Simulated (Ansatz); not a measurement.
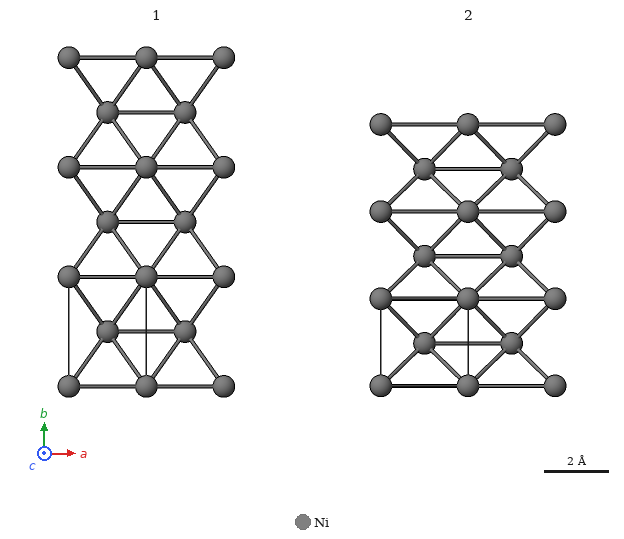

Two geometries of solid Ni (set up in P-1), drawn at one scale. One is the start of a relaxation, the other its converged end. A ball-and-stick model of the cell of the calculation, reduced to other axes, repeated 2 × 3 × 1 with one cell outlined, seen along the c axis. Lengths and directions refer to the drawn axes.

Method: Ansatz 0.2.0, DFT PBEsol, scalar-relativistic, plane waves, PAW. Settings: plane-wave cutoff 420 eV; k-point mesh 12 × 12 × 12; occupations gaussian; smearing width 0.15 eV; collinear spin; cell and atoms relaxed; force threshold 0.01 eV/Å; at most 80 steps.

> Which of the two is the end point?

Structure 1 is the relaxed one. Case: a zone-boundary wave of random shape, sigma 0.05 Å; relaxed back. The largest moves relative to the cell, 0.051 Å, are those of Ni atoms. Cell: a = c 2.755 → 2.449 Å (−11.1 %), b 2.755 → 3.465 Å (+25.8 %). Volume −0.6 %. Some distances before and after: Ni–Ni 2.755 → 2.449 Å, Ni–Ni 2.310 → 2.450 Å, Ni–Ni 2.346 → 2.450 Å, Ni–Ni 2.426 → 2.450 Å. The space group (tolerance 0.01 Å) goes from P2_1/m (No. 11) to Fm-3m (No. 225). After 20 accepted moves (23 points after the start) the energy has fallen by 0.259 eV per cell of the calculation. The largest force component goes from 0.83 to under 0.0001 eV/Å. The pressure goes from 1.39 to 0.00 GPa. At 3 points the geometry stayed and the basis and grid were re-selected for the new cell (energy shift of 39.2 meV per cell of the calculation at most each time).
